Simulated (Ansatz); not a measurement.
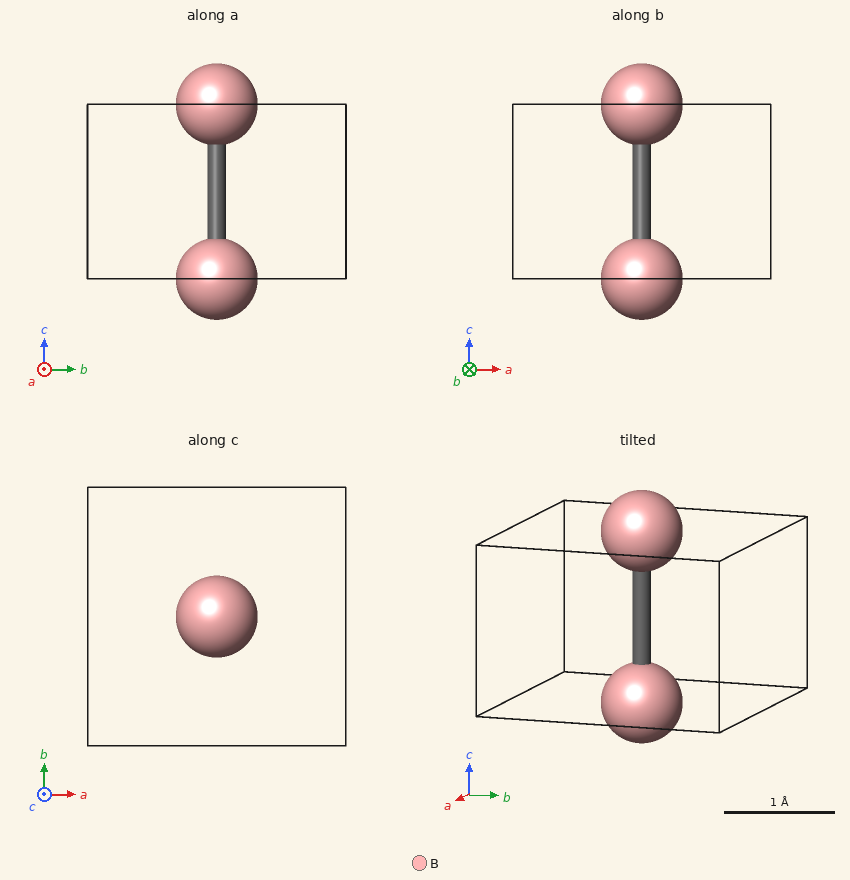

A ball-and-stick rendering, viewed along the a axis, along the b axis, along the c axis and slightly off an axis. Atoms at the boundary of the unit cell (the box) are drawn once for each face, edge or corner they touch.

Lattice parameters: a = 2.3427 Å, b = 2.3493 Å, c = 1.5858 Å, α = 90.000°, β = 90.000°, γ = 90.000°.

> Put the structure into a CIF in P1 with every atom of the cell.

```cif
data_structure
_symmetry_space_group_name_H-M 'P 1'
_symmetry_Int_Tables_number 1
_cell_length_a 2.3427
_cell_length_b 2.3493
_cell_length_c 1.5858
_cell_angle_alpha 90.000
_cell_angle_beta 90.000
_cell_angle_gamma 90.000
_cell_volume 8.73
loop_
_atom_site_label
_atom_site_type_symbol
_atom_site_fract_x
_atom_site_fract_y
_atom_site_fract_z
_atom_site_occupancy
B1 B 0.5000 0.5000 0.0000 1
```

The cell started as a random cell made by a generator, so it need not be a real form of the element. Atoms and cell were optimised with Ansatz 0.2.0, DFT PBE, scalar-relativistic, plane waves, PAW.
